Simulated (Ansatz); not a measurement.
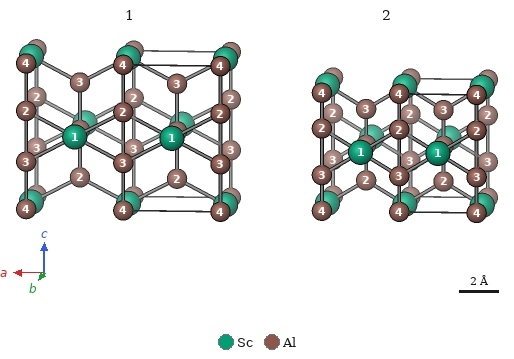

Two geometries of crystalline ScAl$_{3}$ (a generated structure, set up in Immm) (coarse preliminary run), drawn at one scale. One is the start of a relaxation, the other its converged end. The picture is a ball-and-stick view of the conventional cell (2 times the calculation's cell), repeated 2 × 1 × 1 with one cell outlined, seen from a free direction. Lengths and directions refer to the drawn axes.

Level of theory: DFT PBE, scalar-relativistic, plane waves, PAW (Ansatz). Settings: plane-wave cutoff 420 eV; k-point mesh 6 × 6 × 6; occupations gaussian; smearing width 0.1 eV; no spin polarisation; cell and atoms relaxed; force threshold 0.04 eV/Å; at most 70 steps.

> Which of the two is the end point?

Structure 1 is the relaxed one. After 7 accepted moves (9 points after the start) the energy has fallen by 1752 meV per atom. Largest force component: 7 eV/Å at the start, 0.011 eV/Å at the end. The pressure goes from 45.17 to 0.09 GPa. At 2 points the geometry stayed and the basis and grid were re-selected for the new cell (energy shift of 25.7 meV per atom at most each time). The largest moves relative to the cell, 0.18 Å, are those of Al2 and Al3. Al3 goes along +c. Sc stays in place. The volume changes by +43.3 %, with a 4.081 → 5.124 Å (+25.6 %), b 5.831 → 5.394 Å (−7.5 %), c 6.253 → 7.718 Å (+23.4 %). Near-neighbour distances that change, for instance: Al2–Al4 1.891 → 2.514 Å, Sc1–Al2 2.386 → 2.893 Å, Sc1–Al4 2.915 → 2.697 Å, Al2–Al3 2.472 → 2.689 Å. Among the angles between lasting bonds that change: Sc1–Al3–Sc1 117.6° → 124.6°, Al2–Sc1–Al3 62.4° → 55.4°, Al2–Sc1–Al2 117.6° → 124.6°. The space group stays Immm (No. 71). The run took 2.5 min on 1 thread of Intel(R) Xeon(R) Processor @ 2.50GHz (Skylake/Cascade Lake), with other jobs on the host, peak memory 0.43 GiB.
